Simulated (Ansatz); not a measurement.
**Geometry relaxation, with input and output: O (part 2 of 2)**

Continued. System: O (R-3m, 2 atoms in the cell). Method: DFT r2SCAN, scalar-relativistic, plane waves, PAW, spin-polarised (Ansatz 0.2.0); cutoff 500 eV, 12×12×12 k-mesh, Gaussian smearing of 0.02 eV, collinear spins. The structure derives from an entry of the Crystallography Open Database.

Geometry of the input (Å; fractional positions):
```
1.7117  0.9882  3.8770
-1.7117  0.9882  3.8770
0.0000  -1.9765  3.8770
O  0.0519  0.0519  0.0519
O  0.9481  0.9481  0.9481
```

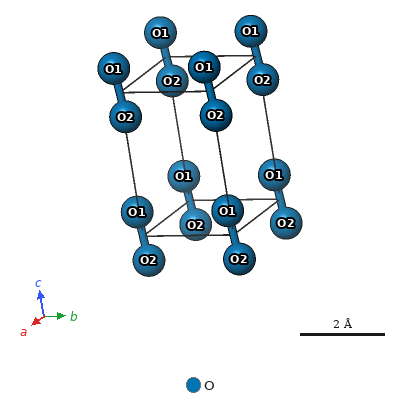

**Figure 1.** The geometry at step 2 of the log (ball-and-stick view of the reduced cell, seen slightly off an axis; atoms are numbered from 1 in the order of the input).

Output, continued
```
SCF iter   1: F=—  HF=-1132.005341 eV  |F-HF|=—  |Δ(HF+E_count)|=         —  Δρ=1.70e-3 (↑1.70e-3 ↓7.93e-4)  dr2=1.98e-4  dr2_τ=5.13e-4  dr2_m=4.45e-4  M=2.000 μB ∫|m|=2.077 μB  β_m=1.20  ethr=1.58e-6  ⟨swp⟩=2.0  Hψ=32707  notcnv=0
preconditioner: auto → none  [insulator: Δε(μ)=2.453 eV  Ē_g=17.322 eV  σ=0.020 eV  W_gap=1.00  n_scr=8 (ndim 8)  ℏωp=18.8 eV  f_vac=0.343  D(μ)=0.00/eV (n_scr^D=0)  ε∞_Penn≈2.2]
SCF iter   2: F=—  HF=-1132.005962 eV  |F-HF|=—  |Δ(HF+E_count)|=   6.21e-4  Δρ=5.24e-4 (↑4.85e-4 ↓5.24e-4)  dr2=9.68e-5  dr2_τ=2.67e-6  dr2_m=2.28e-6  M=2.000 μB ∫|m|=2.078 μB  β_m=1.20  ethr=1.58e-6  ⟨swp⟩=2.4  Hψ=8589  notcnv=0  κ⁻¹=1.0e0(r=1)
SCF iter   3: F=—  HF=-1132.005971 eV  |F-HF|=—  |Δ(HF+E_count)|=   8.72e-6  Δρ=3.18e-4 (↑3.08e-4 ↓3.18e-4)  dr2=3.14e-5  dr2_τ=8.62e-7  dr2_m=2.47e-7  M=2.000 μB ∫|m|=2.078 μB  β_m=1.20  ethr=8.07e-7  ⟨swp⟩=2.0  Hψ=5403  notcnv=0  κ⁻¹=2.5e-2(r=2)
SCF iter   4: F=—  HF=-1132.005978 eV  |F-HF|=—  |Δ(HF+E_count)|=   6.52e-6  Δρ=1.14e-4 (↑9.43e-5 ↓1.14e-4)  dr2=2.99e-6  dr2_τ=1.22e-7  dr2_m=1.14e-7  M=2.000 μB ∫|m|=2.078 μB  β_m=1.20  ethr=2.62e-7  ⟨swp⟩=2.5  Hψ=6058  notcnv=0  κ⁻¹=3.4e-3(r=3)
SCF iter   5: F=—  HF=-1132.005981 eV  |F-HF|=—  |Δ(HF+E_count)|=   3.05e-6  Δρ=5.31e-5 (↑5.31e-5 ↓4.65e-5)  dr2=7.87e-7  dr2_τ=2.69e-8  dr2_m=7.29e-9  M=2.000 μB ∫|m|=2.078 μB  β_m=1.20  ethr=2.49e-8  ⟨swp⟩=1.0  Hψ=4158  notcnv=0  κ⁻¹=6.8e-4(r=4)
SCF iter   6: F=—  HF=-1132.005981 eV  |F-HF|=—  |Δ(HF+E_count)|=   6.63e-7  Δρ=1.17e-5 (↑1.02e-5 ↓1.17e-5)  dr2=3.74e-8  dr2_τ=1.18e-9  dr2_m=7.46e-10  M=2.000 μB ∫|m|=2.078 μB  β_m=1.20  ethr=6.56e-9  ⟨swp⟩=2.7  Hψ=5912  notcnv=0  κ⁻¹=6.9e-5(r=5)
SCF iter   7: F=—  HF=-1132.005981 eV  |F-HF|=—  |Δ(HF+E_count)|=   4.16e-8  Δρ=4.49e-6 (↑4.49e-6 ↓4.47e-6)  dr2=7.23e-9  dr2_τ=2.16e-10  dr2_m=6.68e-11  M=2.000 μB ∫|m|=2.078 μB  β_m=1.20  ethr=3.12e-10  ⟨swp⟩=2.6  Hψ=6557  notcnv=0  κ⁻¹=6.9e-6(r=6)
SCF iter   8: F=-1132.005981 eV  HF=-1132.005981 eV  |F-HF|=8.54e-10  |Δ(HF+E_count)|=   6.57e-9  Δρ=1.19e-6 (↑1.19e-6 ↓1.18e-6)  dr2=4.05e-10  dr2_τ=1.92e-11  dr2_m=6.68e-12  M=2.000 μB ∫|m|=2.078 μB  ethr=3.61e-11  ⟨swp⟩=6.0  Hψ=15347  notcnv=0
SCF 3 converged in 8 iterations: F = -1132.005981 eV  dr2 = 4.05e-10
relax step   3: F+E_penalty+E_count = -1132.00598136 eV  Δ(F+E_penalty+E_count) = -1.982e-4 eV  max|allowed force component| = 2.785e-2 eV/Å  Δτ_max = 0.0046 Å  P = -0.054 GPa  Ω = 39.042 Å³  energy of the carried Pulay correction = +1.393e-4 eV  (8 SCF iters, dr2 threshold 4.34e-9 eV, accepted)
Crystal: 2 atoms, lattice volume = 38.978 Å³
Basis set: ecut = 500 eV, 979 PW (Γ), exchange–correlation on 128×128×128 points (64 copies of the dense FFT grid, shifted against one another)
iter 1 solved again at ethr=1.26e-7 eV; its pass at ethr=3.10e-3 eV (dr2=1.51e-5 eV) is discarded
SCF iter   1: F=—  HF=-1132.005915 eV  |F-HF|=—  |Δ(HF+E_count)|=         —  Δρ=4.78e-4 (↑4.78e-4 ↓2.17e-4)  dr2=1.69e-5  dr2_τ=3.80e-5  dr2_m=3.50e-5  M=2.000 μB ∫|m|=2.078 μB  β_m=1.20  ethr=1.26e-7  ⟨swp⟩=2.0  Hψ=32625  notcnv=0
preconditioner: auto → none  [insulator: Δε(μ)=2.462 eV  Ē_g=17.314 eV  σ=0.020 eV  W_gap=1.00  n_scr=8 (ndim 8)  ℏωp=18.8 eV  f_vac=0.343  D(μ)=0.00/eV (n_scr^D=0)  ε∞_Penn≈2.2]
SCF iter   2: F=—  HF=-1132.006029 eV  |F-HF|=—  |Δ(HF+E_count)|=   1.13e-4  Δρ=1.48e-4 (↑1.35e-4 ↓1.48e-4)  dr2=8.19e-6  dr2_τ=2.09e-7  dr2_m=2.03e-7  M=2.000 μB ∫|m|=2.078 μB  β_m=1.20  ethr=1.26e-7  ⟨swp⟩=2.0  Hψ=8317  notcnv=0  κ⁻¹=1.0e0(r=1)
SCF iter   3: F=—  HF=-1132.006029 eV  |F-HF|=—  |Δ(HF+E_count)|=   7.91e-7  Δρ=8.96e-5 (↑8.81e-5 ↓8.96e-5)  dr2=2.79e-6  dr2_τ=6.89e-8  dr2_m=1.50e-8  M=2.000 μB ∫|m|=2.078 μB  β_m=1.20  ethr=6.82e-8  ⟨swp⟩=1.1  Hψ=4197  notcnv=0  κ⁻¹=2.5e-2(r=2)
SCF iter   4: F=—  HF=-1132.006030 eV  |F-HF|=—  |Δ(HF+E_count)|=   4.16e-7  Δρ=3.02e-5 (↑2.56e-5 ↓3.02e-5)  dr2=2.10e-7  dr2_τ=9.17e-9  dr2_m=9.95e-9  M=2.000 μB ∫|m|=2.078 μB  β_m=1.20  ethr=2.32e-8  ⟨swp⟩=2.1  Hψ=6132  notcnv=0  κ⁻¹=3.7e-3(r=3)
SCF iter   5: F=-1132.006030 eV  HF=-1132.006030 eV  |F-HF|=3.91e-8  |Δ(HF+E_count)|=   1.53e-7  Δρ=1.40e-5 (↑1.40e-5 ↓1.26e-5)  dr2=5.48e-8  dr2_τ=1.77e-9  dr2_m=4.30e-10  M=2.000 μB ∫|m|=2.078 μB  ethr=5.97e-10  ⟨swp⟩=6.5  Hψ=20569  notcnv=0
SCF 4 converged in 5 iterations: F = -1132.006030 eV  dr2 = 5.48e-8
relax step   4: F+E_penalty+E_count = -1132.00603008 eV  Δ(F+E_penalty+E_count) = -4.872e-5 eV  max|allowed force component| = 2.195e-3 eV/Å  Δτ_max = 0.0012 Å  P = -0.008 GPa  Ω = 38.978 Å³  energy of the carried Pulay correction = +1.684e-4 eV  (5 SCF iters, dr2 threshold 7.16e-8 eV, accepted)
Crystal: 2 atoms, lattice volume = 38.882 Å³
Basis set: ecut = 500 eV, 973 PW (Γ), exchange–correlation on 128×128×128 points (64 copies of the dense FFT grid, shifted against one another)
iter 1 solved again at ethr=2.59e-7 eV; its pass at ethr=3.10e-3 eV (dr2=3.10e-5 eV) is discarded
SCF iter   1: F=—  HF=-1132.005869 eV  |F-HF|=—  |Δ(HF+E_count)|=         —  Δρ=6.95e-4 (↑6.95e-4 ↓3.23e-4)  dr2=3.31e-5  dr2_τ=8.19e-5  dr2_m=7.37e-5  M=2.000 μB ∫|m|=2.077 μB  β_m=1.20  ethr=2.59e-7  ⟨swp⟩=2.0  Hψ=32764  notcnv=0
preconditioner: auto → none  [insulator: Δε(μ)=2.458 eV  Ē_g=17.324 eV  σ=0.020 eV  W_gap=1.00  n_scr=8 (ndim 8)  ℏωp=18.8 eV  f_vac=0.340  D(μ)=0.00/eV (n_scr^D=0)  ε∞_Penn≈2.2]
SCF iter   2: F=—  HF=-1132.006078 eV  |F-HF|=—  |Δ(HF+E_count)|=   2.09e-4  Δρ=2.20e-4 (↑1.99e-4 ↓2.20e-4)  dr2=1.64e-5  dr2_τ=4.58e-7  dr2_m=4.06e-7  M=2.000 μB ∫|m|=2.078 μB  β_m=1.20  ethr=2.59e-7  ⟨swp⟩=2.0  Hψ=8317  notcnv=0  κ⁻¹=1.0e0(r=1)
SCF iter   3: F=—  HF=-1132.006080 eV  |F-HF|=—  |Δ(HF+E_count)|=   1.87e-6  Δρ=1.33e-4 (↑1.30e-4 ↓1.33e-4)  dr2=5.56e-6  dr2_τ=1.52e-7  dr2_m=3.66e-8  M=2.000 μB ∫|m|=2.078 μB  β_m=1.20  ethr=1.37e-7  ⟨swp⟩=1.5  Hψ=4649  notcnv=0  κ⁻¹=2.5e-2(r=2)
SCF iter   4: F=—  HF=-1132.006081 eV  |F-HF|=—  |Δ(HF+E_count)|=   1.34e-6  Δρ=4.61e-5 (↑3.87e-5 ↓4.61e-5)  dr2=4.89e-7  dr2_τ=2.05e-8  dr2_m=2.01e-8  M=2.000 μB ∫|m|=2.078 μB  β_m=1.20  ethr=4.64e-8  ⟨swp⟩=2.4  Hψ=6086  notcnv=0  κ⁻¹=3.5e-3(r=3)
SCF iter   5: F=—  HF=-1132.006082 eV  |F-HF|=—  |Δ(HF+E_count)|=   3.43e-7  Δρ=2.11e-5 (↑2.11e-5 ↓1.86e-5)  dr2=1.25e-7  dr2_τ=4.16e-9  dr2_m=1.15e-9  M=2.000 μB ∫|m|=2.078 μB  β_m=1.20  ethr=4.07e-9  ⟨swp⟩=1.1  Hψ=4248  notcnv=0  κ⁻¹=6.7e-4(r=4)
SCF iter   6: F=—  HF=-1132.006082 eV  |F-HF|=—  |Δ(HF+E_count)|=   1.04e-7  Δρ=5.04e-6 (↑4.34e-6 ↓5.04e-6)  dr2=6.69e-9  dr2_τ=2.15e-10  dr2_m=1.25e-10  M=2.000 μB ∫|m|=2.078 μB  β_m=1.20  ethr=1.04e-9  ⟨swp⟩=2.7  Hψ=5887  notcnv=0  κ⁻¹=7.2e-5(r=5)
SCF iter   7: F=—  HF=-1132.006082 eV  |F-HF|=—  |Δ(HF+E_count)|=   7.33e-9  Δρ=1.89e-6 (↑1.89e-6 ↓1.88e-6)  dr2=1.25e-9  dr2_τ=3.78e-11  dr2_m=1.38e-11  M=2.000 μB ∫|m|=2.078 μB  β_m=1.20  ethr=5.58e-11  ⟨swp⟩=2.7  Hψ=6605  notcnv=0  κ⁻¹=7.8e-6(r=6)
SCF iter   8: F=—  HF=-1132.006082 eV  |F-HF|=—  |Δ(HF+E_count)|=   1.18e-9  Δρ=5.18e-7 (↑5.17e-7 ↓5.18e-7)  dr2=7.97e-11  dr2_τ=3.32e-12  dr2_m=1.22e-12  M=2.000 μB ∫|m|=2.078 μB  β_m=1.20  ethr=1.04e-11  ⟨swp⟩=2.6  Hψ=6343  notcnv=0  κ⁻¹=8.5e-7(r=7)
SCF iter   9: F=—  HF=-1132.006082 eV  |F-HF|=—  |Δ(HF+E_count)|=  1.42e-10  Δρ=2.57e-7 (↑2.54e-7 ↓2.57e-7)  dr2=2.25e-11  dr2_τ=8.26e-13  dr2_m=5.44e-14  M=2.000 μB ∫|m|=2.078 μB  β_m=1.20  ethr=1.00e-12  ⟨swp⟩=4.9  Hψ=13029  notcnv=0  κ⁻¹=6.2e-8(r=8)
SCF iter  10: F=-1132.006082 eV  HF=-1132.006082 eV  |F-HF|=2.05e-12  |Δ(HF+E_count)|=  3.82e-11  Δρ=4.30e-8 (↑4.30e-8 ↓4.18e-8)  dr2=5.89e-13  dr2_τ=4.33e-14  dr2_m=4.70e-14  M=2.000 μB ∫|m|=2.078 μB  ethr=1.00e-12  ⟨swp⟩=4.7  Hψ=12899  notcnv=0
SCF 5 converged in 10 iterations: F = -1132.006082 eV  dr2 = 5.89e-13
relax step   5: F+E_penalty+E_count = -1132.00608166 eV  Δ(F+E_penalty+E_count) = -5.158e-5 eV  max|allowed force component| = 2.121e-3 eV/Å  Δτ_max = 0.0018 Å  P = +0.004 GPa  Ω = 38.882 Å³  energy of the carried Pulay correction = +2.119e-4 eV  (10 SCF iters, accepted)
Initial wavefunctions: pseudopotential atomic-orbital guess (no wavefunctions were taken with the density)
iter 1 solved again at ethr=8.57e-8 eV; its pass at ethr=3.10e-3 eV (dr2=1.03e-5 eV) is discarded
SCF iter   1: F=—  HF=-1132.005813 eV  |F-HF|=—  |Δ(HF+E_count)|=         —  Δρ=4.44e-5 (↑4.44e-5 ↓2.29e-5)  dr2=5.87e-8  dr2_τ=5.90e-8  dr2_m=7.45e-8  M=2.000 μB ∫|m|=2.078 μB  β_m=1.20  ethr=8.57e-8  ⟨swp⟩=2.9  Hψ=37481  notcnv=0
preconditioner: auto → none  [insulator: Δε(μ)=2.463 eV  Ē_g=17.316 eV  σ=0.020 eV  W_gap=1.00  n_scr=8 (ndim 8)  ℏωp=18.8 eV  f_vac=0.342  D(μ)=0.00/eV (n_scr^D=0)  ε∞_Penn≈2.2]
SCF iter   2: F=—  HF=-1132.005872 eV  |F-HF|=—  |Δ(HF+E_count)|=   5.92e-5  Δρ=2.49e-5 (↑2.03e-5 ↓2.49e-5)  dr2=2.78e-8  dr2_τ=1.38e-7  dr2_m=2.73e-9  M=2.000 μB ∫|m|=2.078 μB  β_m=1.20  ethr=4.89e-10  ⟨swp⟩=2.0  Hψ=7544  notcnv=0  κ⁻¹=1.0e0(r=1)
SCF iter   3: F=—  HF=-1132.005872 eV  |F-HF|=—  |Δ(HF+E_count)|=   5.98e-7  Δρ=1.72e-5 (↑1.70e-5 ↓1.72e-5)  dr2=1.62e-8  dr2_τ=7.83e-8  dr2_m=1.72e-11  M=2.000 μB ∫|m|=2.078 μB  β_m=1.20  ethr=2.32e-10  ⟨swp⟩=2.0  Hψ=6008  notcnv=0  κ⁻¹=2.4e-2(r=2)
SCF iter   4: F=—  HF=-1132.005870 eV  |F-HF|=—  |Δ(HF+E_count)|=   2.14e-6  Δρ=1.95e-6 (↑1.19e-6 ↓1.95e-6)  dr2=2.14e-10  dr2_τ=5.90e-10  dr2_m=1.09e-10  M=2.000 μB ∫|m|=2.078 μB  β_m=1.20  ethr=1.35e-10  ⟨swp⟩=2.0  Hψ=6426  notcnv=0  κ⁻¹=7.5e-3(r=3)
SCF iter   5: F=—  HF=-1132.005870 eV  |F-HF|=—  |Δ(HF+E_count)|=   2.24e-8  Δρ=3.30e-7 (↑3.30e-7 ↓3.08e-7)  dr2=4.16e-11  dr2_τ=5.32e-12  dr2_m=7.13e-13  M=2.000 μB ∫|m|=2.078 μB  β_m=1.20  ethr=1.78e-12  ⟨swp⟩=2.0  Hψ=6426  notcnv=0  κ⁻¹=3.3e-4(r=4)
SCF iter   6: F=-1132.005870 eV  HF=-1132.005870 eV  |F-HF|=9.39e-11  |Δ(HF+E_count)|=  2.36e-11  Δρ=2.01e-7 (↑1.87e-7 ↓2.01e-7)  dr2=1.39e-11  dr2_τ=2.08e-12  dr2_m=2.07e-13  M=2.000 μB ∫|m|=2.078 μB  ethr=1.00e-12  ⟨swp⟩=4.0  Hψ=12481  notcnv=0
SCF 6 converged in 6 iterations: F = -1132.005870 eV  dr2 = 1.39e-11
relax step   6: F+E_penalty+E_count = -1132.00586958 eV  Δ(F+E_penalty+E_count) = +2.121e-4 eV  max|allowed force component| = 3.377e-3 eV/Å  Δτ_max = 0.0000 Å  P = +0.008 GPa  Ω = 38.882 Å³  stress off target by 1.56e-2 GPa  SCF on the basis re-selected at this cell (its energy is not comparable with the rows above)  (6 SCF iters)
basis re-selected at this cell: Δ(F+E_penalty+E_count) = +2.121e-4 eV, ΔP = +0.003 GPa vs the last step (what re-selecting the basis moved, of the pressure what is left beyond the Pulay correction that the steps carried, after the strain that the cell walked since its last selection, with what the two solves' SCF thresholds leave and, on support functions, any second-order correction that the steps lacked; it is no measure of the basis error at this ecutwfc). This SCF's stress stands 1.56e-2 GPa from its target on what of the cell is left free (relax.cell.stress_tol is 5.00e-2 GPa) and its largest allowed force component is 3.38e-3 eV/Å (relax.f_tol is 5.00e-3 eV/Å): within both
SCF converged after 6 iterations
Stability not checked: this state was not tested for a lower state beside it, because the mixer in use, unlike msr1, does not test its closes by its own steps (another_mixer; see scf.mixing.algorithm and scf.lower_state_search)
Magnetization: 2.0000 μB (7.0000 up, 5.0000 down)
Absolute magnetization: 2.0792 μB (∫|ρ↑−ρ↓|, with the PAW one-centre terms)
Spin contamination: 0.0100 ħ² per cell (⟨S²⟩ above its minimum at these occupations)
Per-site moments (μB) at R_I (Å): [(0.5739217444066455, 0.49770221273507304), (0.5739217444066456, 0.49770221273507304)]
Free energy (F): -1132.005870 eV
Harris-Foulkes:  -1132.005870 eV  (|F-HF|=9.39e-11)
Internal energy: -1132.005870 eV  (E = F + TS)
E sigma→0 (E₀):  -1132.005870 eV
Fermi energy:    -1.076225 eV
--- Per-component energies (eV) ---
  E_band       = -145.553241
  E_kinetic    = 343.019569
  E_local      = -1070.924837  (includes V_loc(G=0)·N_el)
  E_nonlocal   = 97.269563
  E_hartree    = 374.459134
  E_xc         = -141.649282
  E_vxc        = -206.204987  (∫ρ·V_xc dr)
  E_paw        = -319.000534  (= ΣΔE_a)
  E_vpaw       = -72.708967  (= ΣTr[D̂ρ^β])
  E_aug_tail   = 0.001899  (compensation charges beyond the density's cutoff)
  E_vtau       = 15.076222  (kinetic-family band-sum trace: ∫τ·v_τ [+ j·A + Jᵃ·Aᵃ] dr)
  E_ewald      = -415.117499
  E_core_change = -0.063882  (= ΣΔE_core)
  E_smearing   = -0.000000  (= −TS)
  E_closure    = -0.000000  (closes the sum)
  Σ components = -1132.005870   (vs F -1132.005870, Δ=0.00e0)
--- Forces (eV/Å), atoms counted from 1 ---
  atom   1  O      0.00000000    -0.00000000     0.00337677
  atom   2  O     -0.00000000     0.00000000    -0.00337677
  max |Σ_I F_I| component: 2.31e-18 eV/Å
--- Stress (GPa, compression-positive) ---
        0.003544       0.000000      -0.000000
        0.000000       0.003544      -0.000000
       -0.000000      -0.000000       0.015580
  P = ⅓ Tr σ = 0.0076 GPa (0.076 kbar)
--- Band table (eV; the first three rows and the last of 378) ---
  k-point 0 ↑: bands = ["-29.7352", "-17.0776", "-9.7490", "-9.1957", "-9.1957", "-2.4198", "-2.4198", "5.2224", "9.8796", "12.1939", "14.3818"]
  k-point 1 ↑: bands = ["-29.7309", "-17.0768", "-9.7448", "-9.2200", "-9.2036", "-2.4460", "-2.4311", "5.3529", "9.8510", "12.1953", "14.5780"]
  k-point 2 ↑: bands = ["-29.7190", "-17.0743", "-9.7409", "-9.2772", "-9.2249", "-2.5166", "-2.4619", "5.7254", "9.7737", "12.2684", "14.2674"]
  k-point 188 ↓: bands = ["-28.3495", "-15.0173", "-7.8714", "-6.6560", "-6.6560", "1.2306", "1.2306", "6.6930", "6.8376", "12.2938", "16.8031"]
--- Relaxed structure (5 steps of the walk, 5 accepted, 1 SCFs on fresh bases) ---
  F+E_penalty+E_count = -1132.00586958 eV   max|allowed force component| = 3.377e-3 eV/Å   (the final SCF, on the basis selected at the relaxed cell)
  cell:  # Å, volume = 38.8821 Å³
    - [1.7135120488985167, 0.9892966426747922, 3.822825923007669]
    - [-1.7135120488985167, 0.9892966426747922, 3.822825923007669]
    - [-1.0975724932995435e-33, -1.9785932853988857, 3.82282592299491]
  atoms:
    - { symbol: O, position: [0.05260291919525702, 0.05260291919525702, 0.05260291919525702] }
    - { symbol: O, position: [0.9473970808047432, 0.9473970808047432, 0.9473970808047432] }
--- Löwdin populations: 2 sites ---
  site symbol       q [e]    m [muB]
     0      O      5.9476     0.9940
     1      O      5.9476     0.9940
  spilling = 0.008729 (of n_electrons = 12.000000)
```

Trajectory as extended XYZ (Å, eV, eV/Å), 6 frames, from step=1 to step=6
```
2
Lattice="1.7117 0.9882 3.8770 -1.7117 0.9882 3.8770 0.0000 -1.9765 3.8770" Properties=species:S:1:pos:R:3:forces:R:3 step=1 energy=-1132.00572 pressure_GPa=0.03
O     0.0000    0.0000    0.6031    0.0000   0.0000   0.0328
O     0.0000    0.0000   11.0280    0.0000   0.0000  -0.0328
2
Lattice="1.7118 0.9883 3.8708 -1.7118 0.9883 3.8708 0.0000 -1.9766 3.8708" Properties=species:S:1:pos:R:3:forces:R:3 step=2 energy=-1132.00578 pressure_GPa=-0.01
O     0.0000    0.0000    0.6032    0.0000   0.0000   0.0083
O     0.0000    0.0000   11.0091    0.0000   0.0000  -0.0083
2
Lattice="1.7125 0.9887 3.8432 -1.7125 0.9887 3.8432 0.0000 -1.9774 3.8432" Properties=species:S:1:pos:R:3:forces:R:3 step=3 energy=-1132.00598 pressure_GPa=-0.05
O     0.0000    0.0000    0.6035    0.0000   0.0000  -0.0279
O     0.0000    0.0000   10.9261    0.0000   0.0000   0.0279
2
Lattice="1.7130 0.9890 3.8345 -1.7130 0.9890 3.8345 0.0000 -1.9780 3.8345" Properties=species:S:1:pos:R:3:forces:R:3 step=4 energy=-1132.00603 pressure_GPa=-0.01
O     0.0000    0.0000    0.6033    0.0000   0.0000  -0.0022
O     0.0000    0.0000   10.9001    0.0000   0.0000   0.0022
2
Lattice="1.7135 0.9893 3.8228 -1.7135 0.9893 3.8228 0.0000 -1.9786 3.8228" Properties=species:S:1:pos:R:3:forces:R:3 step=5 energy=-1132.00608 pressure_GPa=0.00
O     0.0000    0.0000    0.6033    0.0000   0.0000   0.0021
O     0.0000    0.0000   10.8652    0.0000   0.0000  -0.0021
2
Lattice="1.7135 0.9893 3.8228 -1.7135 0.9893 3.8228 0.0000 -1.9786 3.8228" Properties=species:S:1:pos:R:3:forces:R:3 step=6 energy=-1132.00587 pressure_GPa=0.01
O     0.0000    0.0000    0.6033    0.0000   0.0000   0.0034
O     0.0000    0.0000   10.8652    0.0000   0.0000  -0.0034
```

Summary

| quantity | value |
| --- | --- |
| outcome | converged |
| space group (tolerance 0.01 Å) | R-3m (166) |
| electrons treated | 12 |
| free energy | −1132.0059 eV |
| Fermi energy | −1.076 eV |
| gap on the k-point mesh | 2.46 eV |
| net moment of the cell | 2.00 μB |
| integrated absolute moment | 2.08 μB |
| pressure | 0.01 GPa |
| final volume | 38.88 Å³ |
| largest force (length of the vector) at the end | 0.003 eV/Å |
| final cell | a = 4.305 Å, b = 4.305 Å, c = 4.305 Å, α = 46.92°, β = 46.92°, γ = 46.92° |
| hardware | 1 thread of Arm Neoverse V1, 24 GiB of memory available, shared host |
| wall time | 2.7 min |
| peak memory | 0.61 GiB |

Remarks

The electronic state found may not be the lowest one.
